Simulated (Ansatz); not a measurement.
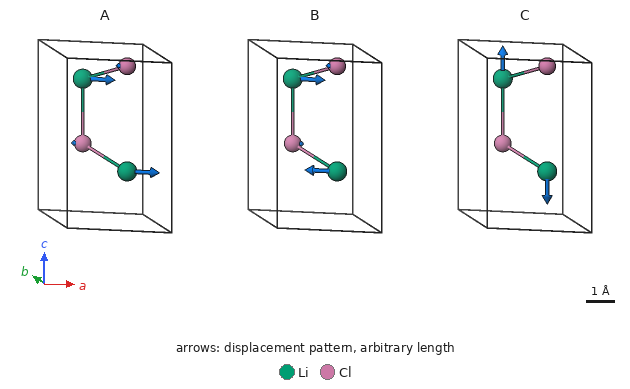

Modes of solid LiCl (a generated structure), space group P6₃mc (No. 186), at the zone centre (one member of each degenerate set). Displacements are drawn as blue arrows; their common scale and sign are arbitrary. Style: ball-and-stick. Shown: the cell of the calculation, slightly off an axis.

Method: DFT PBE, scalar-relativistic, plane waves, PAW in Ansatz.

Frequencies are those without the non-analytic (LO–TO) term.

Question: Give the symmetry species and the selection rules of each.

Answer: A is E₁, infrared- and Raman-active by symmetry (307 cm⁻¹). B is E₂, Raman-active by symmetry (302 cm⁻¹). C is B₁, silent by symmetry (neither infrared- nor Raman-active) (356 cm⁻¹).
